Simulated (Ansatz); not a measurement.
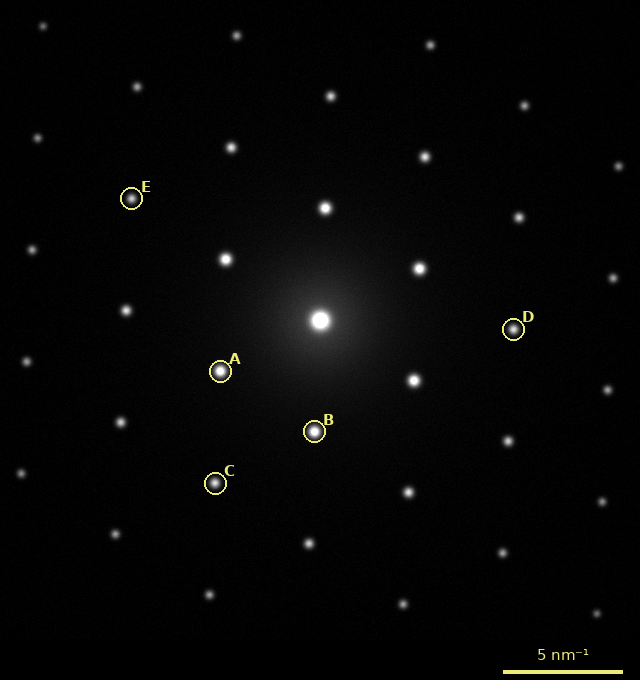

Simulated selected-area electron diffraction pattern (300 kV, kinematic approximation, thin crystal, B = 0.3 Å² for all atoms). The zone axis points towards the electron source and the pattern is seen from the source side.

Cd, space group Pm-3m (No. 221), a = 2.994 Å. Structure: the geometry relaxed with DFT, PBE, plane waves (420 eV) with PAW, scalar-relativistic (Ansatz); the starting structure was generated, so it need not be a known form of this composition.

Spot A is indexed -1 0 1 and spot B 0 -1 1.

Question: Index the other marked spots.

Answer: C = A + B = -1 -1 2 (d = 1.222 Å). D = −2A + B = 2 -1 -1 (d = 1.222 Å). E = 2A − 2B = -2 2 0 (d = 1.059 Å).

Question: Find the zone axis.

Answer: The cross product of A and B is parallel to [111]; every spot obeys hu + kv + lw = 0.
